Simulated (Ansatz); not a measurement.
## What a change does: single-point calculation on Cu

System: Cu (slab, 8 atoms in the cell).
Method of run 1: DFT, PBE, plane waves, PAW, no spin polarisation (Ansatz 0.2.0).

The structure derives from a Materials Project entry. Text and figures count atoms from 1; the logs count them from 0 in places.

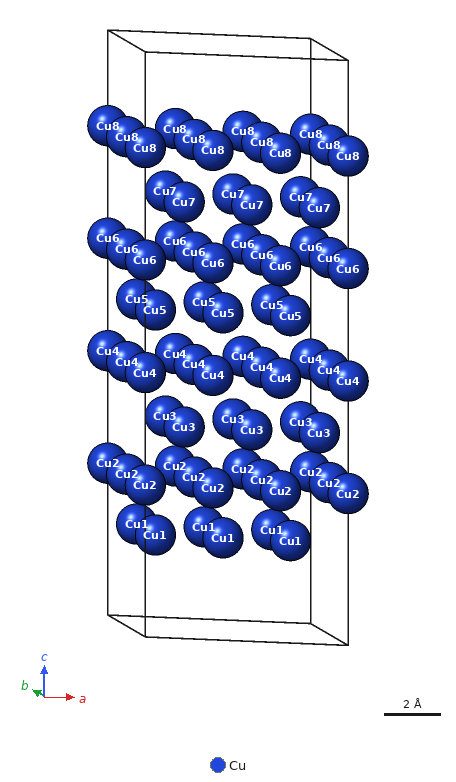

**Figure 1.** The structure as given in the input (spheres-only view of the 3 × 2 repeat of the cell, with the vacuum cut short, seen slightly off an axis; atoms are numbered from 1 in the order of the input).

**The input, run 1**
```yaml
crystal:
  lattice:
    - [2.5197984285, 0.0, 0.0]
    - [-1.2598992142, 2.1822094515, 0.0]
    - [0.0, 0.0, 29.4116958642]
  atoms:
    - { symbol: Cu, position: [0.3333333333, 0.6666666667, 0.2550005969] }
    - { symbol: Cu, position: [0.0, 0.0, 0.3250004263] }
    - { symbol: Cu, position: [0.6666666667, 0.3333333333, 0.3950002558] }
    - { symbol: Cu, position: [0.0, 0.0, 0.4650000853] }
    - { symbol: Cu, position: [0.3333333333, 0.6666666667, 0.5349999147] }
    - { symbol: Cu, position: [0.0, 0.0, 0.6049997442] }
    - { symbol: Cu, position: [0.6666666667, 0.3333333333, 0.6749995737] }
    - { symbol: Cu, position: [0.0, 0.0, 0.7449994031] }
  symmetry: { detect: false }
kpoints:
  mp_grid: { grid: [15, 15, 1] }
hamiltonian:
  xc: pbe
scf:
  occupations: { method: gaussian, width: 0.1 }
output:
  forces: true
  eigenvalues: true
  stress: true
efield:
  axis: 3
  dipole_correction: true
  ramp_width: 0.04
```

Launched with:
```bash
ansatz run input.yaml --threads 1 --pin off --max-ram 2560MiB --backend cpu --events-out ev --progress --plain --runs-dir out
```

Hardware: 1 thread of Intel Xeon @ 2.50GHz (Skylake/Cascade Lake), 64 GiB of memory available, shared host.

**Output, shortened to warnings, some set-up lines, iterations and results (run 1)**
```
Basis set: ecut = 420 eV, 3189 PW (Γ), exchange–correlation on 36×36×400 points (8 copies of the dense FFT grid, shifted against one another)
Symmetry: 1 space group operations
k-points: 113 of 225 (time reversal used)
Initial density: superposition of atomic densities (neutral atoms: chi_scale 0, normalization atom), corrected by the library's trained network
[...]
SCF iter   1: F=—  HF=-53000.356654 eV  |F-HF|=—  |Δ(HF+E_count)|=         —  Δρ=1.91e-3  dr2=1.20e-1  ethr=1.77e-3  p=-0.001 e·Å  D=-9.35e-4 V/Å  ΔV_dip=0.03 eV  …
SCF iter   2: F=—  HF=-53000.358237 eV  |F-HF|=—  |Δ(HF+E_count)|=   1.58e-3  Δρ=3.33e-3  dr2=2.92e-2  ethr=7.88e-5  p=-0.000 e·Å  D=-2.40e-4 V/Å  ΔV_dip=0.01 eV  …
SCF iter   3: F=—  HF=-53000.357370 eV  |F-HF|=—  |Δ(HF+E_count)|=   8.66e-4  Δρ=1.83e-3  dr2=7.14e-3  ethr=1.92e-5  p=-0.000 e·Å  D=-2.48e-4 V/Å  ΔV_dip=0.01 eV  …
SCF iter   4: F=—  HF=-53000.356810 eV  |F-HF|=—  |Δ(HF+E_count)|=   5.60e-4  Δρ=1.06e-3  dr2=2.99e-3  ethr=4.70e-6  p=-0.000 e·Å  D=-1.67e-5 V/Å  ΔV_dip=0.00 eV  …
SCF iter   5: F=—  HF=-53000.356652 eV  |F-HF|=—  |Δ(HF+E_count)|=   1.57e-4  Δρ=1.89e-4  dr2=9.72e-5  ethr=1.97e-6  p=0.000 e·Å  D=7.01e-5 V/Å  ΔV_dip=-0.00 eV  …
SCF iter   6: F=—  HF=-53000.356638 eV  |F-HF|=—  |Δ(HF+E_count)|=   1.44e-5  Δρ=1.38e-4  dr2=3.43e-5  ethr=6.39e-8  p=0.000 e·Å  D=1.20e-4 V/Å  ΔV_dip=-0.00 eV  …
SCF iter   7: F=—  HF=-53000.356644 eV  |F-HF|=—  |Δ(HF+E_count)|=   6.39e-6  Δρ=3.28e-5  dr2=4.06e-6  ethr=2.25e-8  p=0.000 e·Å  D=1.39e-4 V/Å  ΔV_dip=-0.00 eV  …
SCF iter   8: F=—  HF=-53000.356646 eV  |F-HF|=—  |Δ(HF+E_count)|=   1.50e-6  Δρ=2.45e-5  dr2=1.41e-6  ethr=2.67e-9  p=0.000 e·Å  D=1.50e-4 V/Å  ΔV_dip=-0.00 eV  …
SCF iter   9: F=—  HF=-53000.356646 eV  |F-HF|=—  |Δ(HF+E_count)|=   1.27e-7  Δρ=8.27e-6  dr2=3.71e-7  ethr=9.27e-10  p=0.000 e·Å  D=1.55e-4 V/Å  ΔV_dip=-0.00 eV  …
SCF iter  10: F=-53000.356646 eV  HF=-53000.356646 eV  |F-HF|=4.97e-9  |Δ(HF+E_count)|=   2.47e-7  Δρ=3.48e-6  dr2=6.95e-8  ethr=6.58e-11  p=0.000 e·Å  D=1.59e-4 V/Å  …
SCF 1 converged in 10 iterations: F = -53000.356646 eV  dr2 = 6.95e-8
SCF converged after 10 iterations
Free energy (F): -53000.356646 eV
Harris-Foulkes:  -53000.356646 eV  (|F-HF|=4.97e-9)
Internal energy: -53000.340033 eV  (E = F + TS)
E sigma→0 (E₀):  -53000.348340 eV
Entropy (-TS):   -0.016613 eV (-2.077 meV/atom)
Fermi energy:    7.812491 eV
Dipole field:    D = 0.000481 V/Å  (p = 0.000430 e·Å, saw-weighted, corrected)
Work function:   Φ+ = 4.8593 eV   Φ− = 4.8735 eV
Levels:          The Fermi level and band energies are counted from a zero that moves with the ramp; work functions are not
--- Per-component energies (eV) ---
  E_band       = -4242.241675
  E_kinetic    = 2402.438678
  E_local      = -398266.818057  (includes V_loc(G=0)·N_el)
  E_nonlocal   = 3118.484706
  E_hartree    = 196521.296933
  E_xc         = -717.220111
  E_vxc        = -925.559632  (∫ρ·V_xc dr)
  E_paw        = -13302.334794  (= ΣΔE_a)
  E_vpaw       = -3613.303110  (= ΣTr[D̂ρ^β])
  E_aug_tail   = 0.002208  (compensation charges beyond the density's cutoff)
  E_efield     = 0.000000  (sawtooth field / dipole correction)
  E_vefield    = 0.000000  (∫n·V_field dr)
  E_ewald      = 157243.810403
  E_smearing   = -0.016613  (= −TS)
  E_closure    = 0.000000  (closes the sum)
  Σ components = -53000.356646   (vs F -53000.356646, Δ=0.00e0)
--- Forces (eV/Å), atoms counted from 1 ---
  atom   1  Cu     0.00000001     0.00000000    -0.22401643
  atom   2  Cu    -0.00000002     0.00000004    -0.08096007
  atom   3  Cu    -0.00000000     0.00000003    -0.05024379
  atom   4  Cu     0.00000004    -0.00000000     0.02575697
  atom   5  Cu     0.00000003     0.00000005    -0.03248227
  atom   6  Cu     0.00000000    -0.00000001     0.05931978
  atom   7  Cu    -0.00000006    -0.00000005     0.04310994
  atom   8  Cu    -0.00000001     0.00000003     0.25948948
  max |Σ_I F_I| component: 2.64e-5 eV/Å
--- Stress (GPa, compression-positive) ---
        3.145340       0.000000       0.000000
        0.000000       3.145341      -0.000000
        0.000000      -0.000000       4.359873
  P = ⅓ Tr σ = 3.5502 GPa (35.502 kbar)
```

The input of run 2 differs as follows (lines with − go, lines with + come):
```diff
-  symmetry: { detect: false }
+basis:
+  ecutwfc: 420
-  xc: pbe
+  xc: pbesol
+  write_density: true
+  write_potential: true
+  elf: true
+  volumetric_format: npy
```

How does run 2 compare with run 1?

The total energies belong to different methods, so their difference says nothing on which is more stable or more accurate. The largest force goes from 0.259 to 0.083 eV/Å. The functional changes from PBE to PBEsol. The SCF takes 11 iterations against 10. The irreducible k-points go from 113 to 27. On the same kind of shared host run 2 took about 0.38 times as long.

**Output, shortened to warnings, some set-up lines, iterations and results (run 2)**
```
WARN: The output density's exchange-correlation potential varies sharply where the density is thin. Do not read a vacuum level from v_tot or v_xc, or from such a field of the output density. On a cell that repeats whose density bears no net charge and no dipole along the vacuum's axis use v_es (v_loc + v_h of the components); under efield.dipole_correction with no amplitude use v_es + v_field, …
Basis set: ecut = 420 eV, 3189 PW (Γ), exchange–correlation on 36×36×400 points (8 copies of the dense FFT grid, shifted against one another)
Symmetry: 6 space group operations
k-points: 27 of 225 (time reversal used)
Initial density: superposition of atomic densities (neutral atoms: chi_scale 0, normalization atom), corrected by the library's trained network
[...]
SCF iter   1: F=—  HF=-52709.077828 eV  |F-HF|=—  |Δ(HF+E_count)|=         —  Δρ=1.67e-2  dr2=3.56e-1  ethr=1.77e-3  p=-0.001 e·Å  D=-9.35e-4 V/Å  ΔV_dip=0.03 eV  …
SCF iter   2: F=—  HF=-52709.497275 eV  |F-HF|=—  |Δ(HF+E_count)|=   4.19e-1  Δρ=4.53e-2  dr2=1.77e0  ethr=2.34e-4  p=-0.000 e·Å  D=-1.88e-4 V/Å  ΔV_dip=0.01 eV  …
SCF iter   3: F=—  HF=-52709.027452 eV  |F-HF|=—  |Δ(HF+E_count)|=   4.70e-1  Δρ=2.94e-3  dr2=4.06e-2  ethr=2.34e-4  p=-0.000 e·Å  D=-4.88e-4 V/Å  ΔV_dip=0.01 eV  …
SCF iter   4: F=—  HF=-52709.024780 eV  |F-HF|=—  |Δ(HF+E_count)|=   2.67e-3  Δρ=1.56e-3  dr2=4.04e-3  ethr=2.67e-5  p=-0.000 e·Å  D=-7.62e-6 V/Å  ΔV_dip=0.00 eV  …
SCF iter   5: F=—  HF=-52709.024401 eV  |F-HF|=—  |Δ(HF+E_count)|=   3.79e-4  Δρ=7.91e-4  dr2=7.79e-4  ethr=2.66e-6  p=-0.000 e·Å  D=-1.63e-5 V/Å  ΔV_dip=0.00 eV  …
SCF iter   6: F=—  HF=-52709.024331 eV  |F-HF|=—  |Δ(HF+E_count)|=   6.91e-5  Δρ=1.65e-4  dr2=5.25e-5  ethr=5.12e-7  p=0.000 e·Å  D=1.09e-4 V/Å  ΔV_dip=-0.00 eV  …
SCF iter   7: F=—  HF=-52709.024315 eV  |F-HF|=—  |Δ(HF+E_count)|=   1.62e-5  Δρ=8.35e-5  dr2=8.27e-6  ethr=3.45e-8  p=0.000 e·Å  D=1.14e-4 V/Å  ΔV_dip=-0.00 eV  …
SCF iter   8: F=—  HF=-52709.024316 eV  |F-HF|=—  |Δ(HF+E_count)|=   1.08e-6  Δρ=3.34e-5  dr2=3.61e-6  ethr=5.44e-9  p=0.000 e·Å  D=1.32e-4 V/Å  ΔV_dip=-0.00 eV  …
SCF iter   9: F=—  HF=-52709.024317 eV  |F-HF|=—  |Δ(HF+E_count)|=   1.13e-6  Δρ=1.85e-5  dr2=9.58e-7  ethr=2.38e-9  p=0.000 e·Å  D=1.43e-4 V/Å  ΔV_dip=-0.00 eV  …
SCF iter  10: F=—  HF=-52709.024318 eV  |F-HF|=—  |Δ(HF+E_count)|=   1.38e-7  Δρ=9.04e-6  dr2=1.90e-7  ethr=6.31e-10  p=0.000 e·Å  D=1.51e-4 V/Å  ΔV_dip=-0.00 eV  …
SCF iter  11: F=-52709.024318 eV  HF=-52709.024318 eV  |F-HF|=6.82e-8  |Δ(HF+E_count)|=   2.19e-8  Δρ=2.62e-6  dr2=2.93e-8  ethr=6.58e-11  p=0.000 e·Å  D=1.54e-4 V/Å  …
SCF 1 converged in 11 iterations: F = -52709.024318 eV  dr2 = 2.93e-8
WARN: The output density's exchange-correlation potential varies sharply where the density is thin. Do not read a vacuum level from v_tot or v_xc, or from such a field of the output density. On a cell that repeats whose density bears no net charge and no dipole along the vacuum's axis use v_es …
SCF converged after 11 iterations
Free energy (F): -52709.024318 eV
Harris-Foulkes:  -52709.024318 eV  (|F-HF|=6.82e-8)
Internal energy: -52709.007792 eV  (E = F + TS)
E sigma→0 (E₀):  -52709.016055 eV
Entropy (-TS):   -0.016526 eV (-2.066 meV/atom)
Fermi energy:    7.645952 eV
Dipole field:    D = 0.000365 V/Å  (p = 0.000326 e·Å, saw-weighted, corrected)
Work function:   Φ+ = 4.9873 eV   Φ− = 4.9980 eV
[...]
```

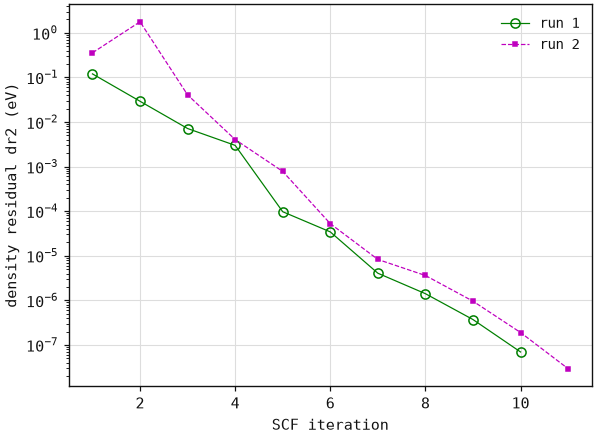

**Figure 2.** Convergence of the two runs: density residual dr2 against the SCF iteration. Run 1 takes 10 iterations in all, and run 2 takes 11.

**The two runs side by side**

| quantity | run 1 | run 2 |
| --- | --- | --- |
| outcome | converged | converged |
| free energy per atom (eV) | −6625.0446 | −6588.6280 |
| energy per atom, smearing taken to zero (eV) | −6625.0435 | −6588.6270 |
| gap on the mesh (eV) | 0.00 | 0.00 |
| largest force (eV/Å) | 0.259 | 0.083 |
| SCF iterations | 10 | 11 |
| irreducible k-points | 113 | 27 |
| plane waves at Γ | 3189 | 3189 |
| work function (eV) | – | 4.99 |
| wall time (shared host) | 2.5 min | 58 s |

For run 2: Warnings: the exchange-correlation potential is rough where the density is thin.
